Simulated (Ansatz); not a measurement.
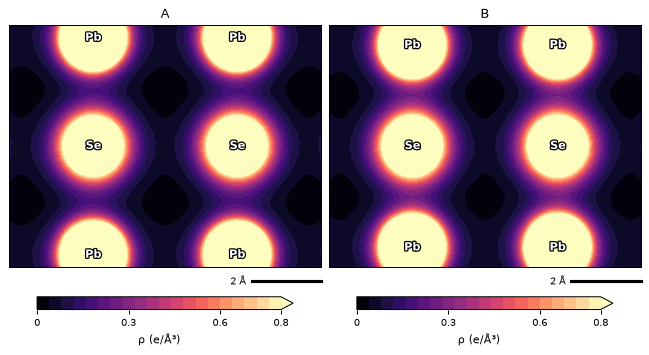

PbSe. The valence pseudo-density of two cells that differ in size and shape, on the (11̄0) plane of each (indices in the axes of the calculation cell), at one length scale and on one colour scale; one has 25.2 and the other 26.5 Å³ an atom.

These are results of DFT LDA+D3(BJ), scalar-relativistic, plane waves, PAW (Ansatz), not measurements.

In a PAW calculation such maps are meaningful between the atoms, not at the nuclei.

The larger cell:

```
Pb Se
1.0
     0.00000    2.91826    3.11145
     2.91826    0.00000    3.11145
     2.91826    2.91826    0.00000
Pb Se
1 1
Direct
  0.00000 0.00000 0.00000
  0.50000 0.50000 0.50000
```

The smaller cell: a = 4.137 Å, b = 4.137 Å, c = 4.170 Å, α = 59.74°, β = 59.74°, γ = 60.53°.

Which panel shows the smaller cell, and what does the compression change?

Answer. Panel B is the smaller cell, by 5 % in volume. From the larger cell to the smaller, Pb–Se goes from 3.11 to 2.90 Å, and the density at its midpoint from 0.19 to 0.28 e/Å³; the pressure goes from 0.7 to 3.6 GPa.
